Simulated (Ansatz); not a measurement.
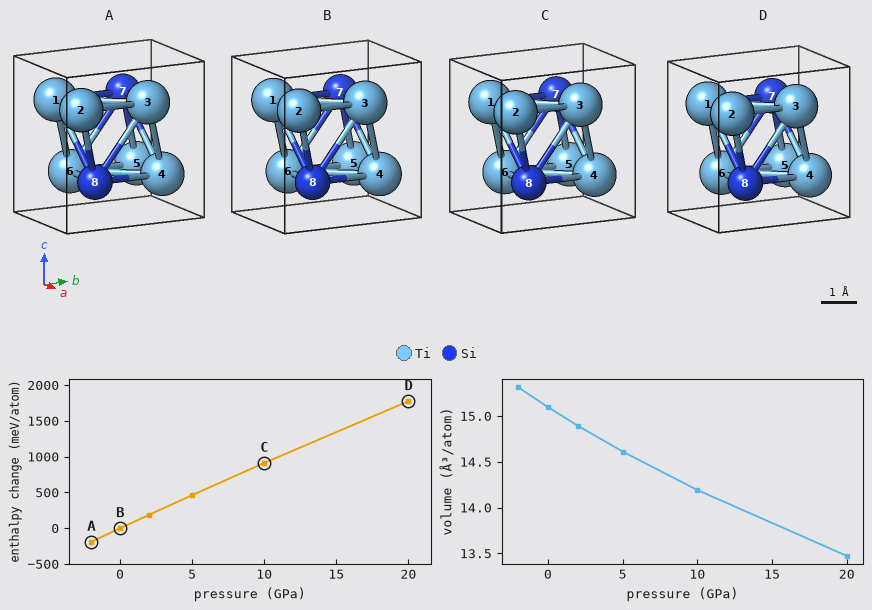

Members of a series of calculations on solid Ti$_{3}$Si (set up in P6_3/mmc), marked on the first curve. Style: ball-and-stick. Shown: the cell of the calculation, slightly off an axis.

These are results of DFT PBEsol, scalar-relativistic, plane waves, PAW in Ansatz 0.2.0, not measurements. Set-up: plane-wave cutoff 420 eV; k-point mesh 6 × 6 × 8; occupations gaussian; smearing width 0.1 eV; no spin polarisation.

Describe the series.

The structure is relaxed at several pressures. A (pressure −2.0 GPa): enthalpy change −190 meV/atom, volume 15.32 Å³ per atom. B (pressure 0.0 GPa): enthalpy change 0.0 meV/atom, volume 15.10 Å³ per atom. C (pressure 10.0 GPa): enthalpy change 913 meV/atom, volume 14.19 Å³ per atom. D (pressure 20.0 GPa): enthalpy change 1775 meV/atom, volume 13.47 Å³ per atom. The rest compares A with D. The drawn cell changes as follows: a = b 5.612 → 5.361 Å (−4.5 %), c 4.492 → 4.330 Å (−3.6 %); the volume changes by −12.0 %. Some distances before and after: Ti–Ti 2.889 → 2.757 Å, Si–Ti 2.806 → 2.681 Å, Ti–Ti 2.723 → 2.604 Å.
